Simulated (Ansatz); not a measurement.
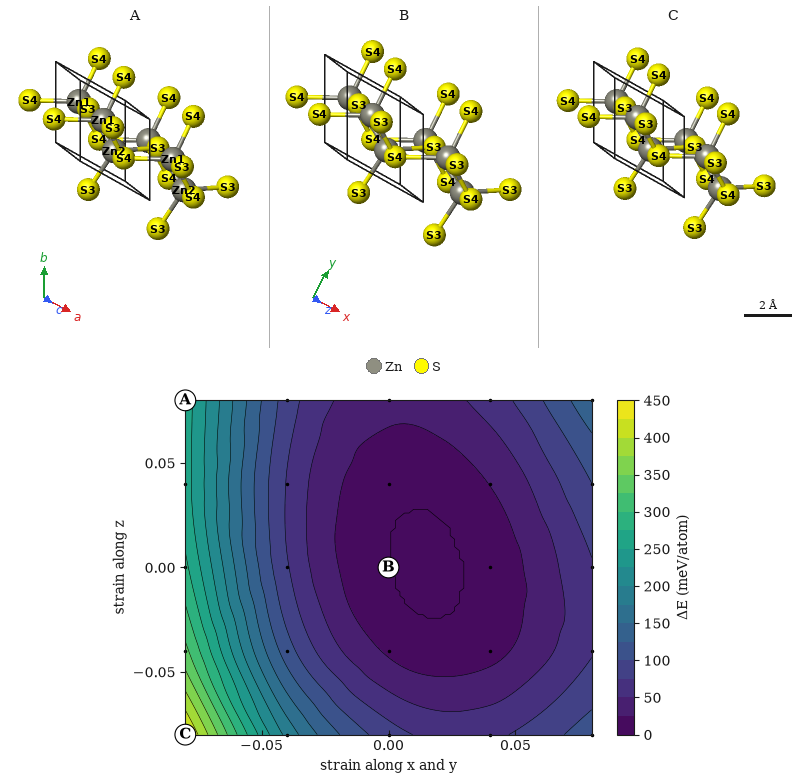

A crystal of ZnS (P6_3mc): the cell is strained equally along x and y and separately along z, with the atoms kept at their fractional coordinates. x, y and z are the Cartesian axes of the input. The map is interpolated between the computed points (dots). The lettered frames are marked on it. A ball-and-stick model of the cell of the calculation, repeated 2 × 1 × 1 with one cell outlined, seen along the c axis, with a slight tilt.

The calculation used DFT PBE, scalar-relativistic, plane waves, PAW in Ansatz. (plane-wave cutoff 420 eV; k-point mesh 12 × 12 × 6; occupations gaussian; smearing width 0.05 eV; no spin polarisation). Energies (free energies at the smearing named) are counted from the cell as listed in its source, which wasn't relaxed.

Question: Where is the lowest point of the map, and what else does it tell?

Answer: In pairs of (strain along x and y; strain along z): the lowest computed point lies at (0.000, 0.000) (0 meV/atom), the highest at (−0.080, −0.080) (431 meV/atom). The valley is tilted: raising the in-plane strain is made harder by raising the strain along z (cross term 0.22 of the geometric mean of the two curvatures). Over the ranges scanned the energy rises more along the first axis, the in-plane strain. The pressure runs from −8.8 GPa at (0.080, 0.080) to 36.2 GPa at (−0.080, −0.080). The frames lie at A (−0.080, 0.080): 262 meV/atom, B (0.000, 0.000): 0 meV/atom, C (−0.080, −0.080): 431 meV/atom.

The computed points:

Rows: strain along x and y; columns: strain along z; values in meV/atom.

|  | −0.080 | −0.040 | 0.000 | 0.040 | 0.080 |
| --- | --- | --- | --- | --- | --- |
| −0.080 | 431 | 332 | 281 | 261 | 262 |
| −0.040 | 193 | 113 | 78 | 73 | 89 |
| 0.000 | 87 | 21 | 0 | 8 | 34 |
| 0.040 | 70 | 18 | 8 | 26 | 61 |
| 0.080 | 113 | 73 | 73 | 100 | 143 |
